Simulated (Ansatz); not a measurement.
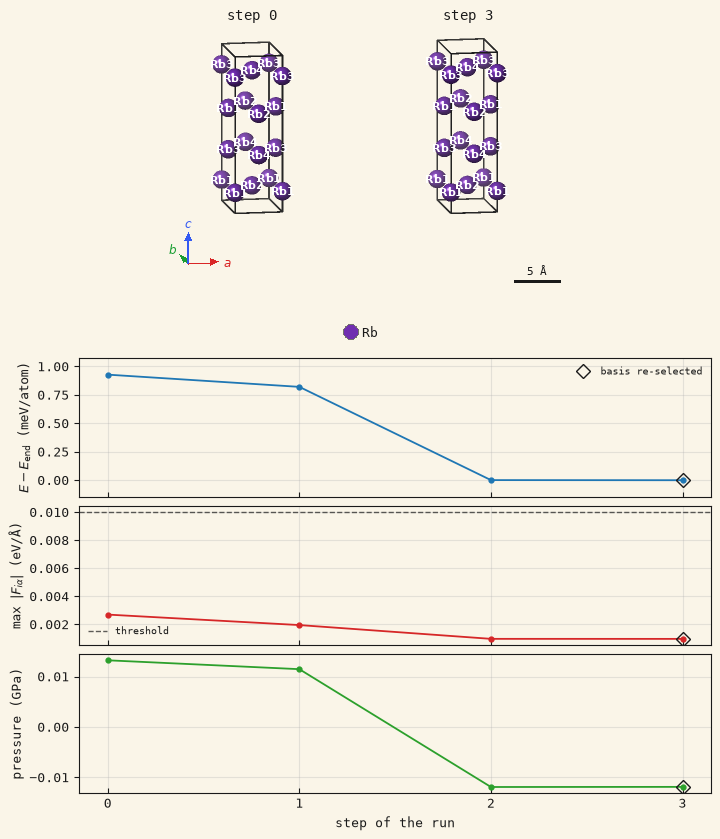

First and last geometry of a relaxation of solid Rb (built on the alpha-gallium_64 type), with the history of the run. Style: spheres-only. Shown: the conventional cell (2 times the calculation's cell), slightly off an axis. Lengths and directions refer to the drawn axes.

Case: alpha-gallium type (Cmce, No. 64).

All numbers below come from DFT PBE, scalar-relativistic, plane waves, PAW in Ansatz 0.2.0.

Input file:
```yaml
crystal:
  lattice:
    - [4.083449954, -8.6739634544, 0.0]
    - [4.083449954, 8.6739634544, 0.0]
    - [0.0, 0.0, 5.2597757332]
  atoms:
    - { symbol: Rb, position: [0.1319048727, 0.8680951273, 0.00187393] }
    - { symbol: Rb, position: [0.6319048727, 0.3680951273, 0.49812607] }
    - { symbol: Rb, position: [0.8680951273, 0.1319048727, 0.99812607] }
    - { symbol: Rb, position: [0.3680951273, 0.6319048727, 0.50187393] }
basis:
  ecutwfc: 420
kpoints:
  mp_grid: { grid: [6, 6, 10] }
hamiltonian:
  xc: pbe
scf:
  occupations: { method: gaussian, width: 0.1 }
output:
  forces: true
  stress: true
  eigenvalues: true
relax:
  adjacent_minimum: "off"
  f_tol: 0.01
  max_steps: 80
  cell: { stress_tol: 0.05 }
```

Q: Read the history and describe the run.

A: It converged. The largest moves relative to the cell, 0.014 Å, are those of Rb1, Rb2, Rb3 and Rb4. Rb1 goes roughly along [−3 0 −1]. The drawn cell changes as follows: a 5.260 → 5.134 Å (−2.4 %), b 8.167 → 8.277 Å (+1.3 %), c 17.348 → 17.710 Å (+2.1 %); the volume changes by +1.0 %. Some distances before and after: Rb1–Rb1 5.260 → 5.134 Å, Rb1–Rb3 4.577 → 4.654 Å, Rb1–Rb4 4.869 → 4.923 Å, Rb1–Rb2 4.846 → 4.871 Å. The space group (tolerance 0.01 Å) goes from Cmce (No. 64) to Fmmm (No. 69). After 2 accepted moves (3 points after the start) the energy has fallen by 0.9 meV per atom. Largest force component: 0.0027 eV/Å at the start, 0.00097 eV/Å at the end. The pressure goes from 0.01 to −0.01 GPa. The SCF was repeated once at an unchanged geometry on a basis and grid sized afresh for the cell, which shifted the energy by less than 0.05 meV per atom at most. The run took about 60 core-seconds on a shared host.

```tsv
step	E − E(0), meV/atom	largest force component, eV/Å	pressure, GPa	volume, Å³/atom	note
0	0.00	0.0027	0.01	93.150	
1	-0.11	0.0020	0.01	93.215	
2	-0.93	0.0010	-0.01	94.071	
3	-0.93	0.0010	-0.01	94.071	same geometry, new basis
```
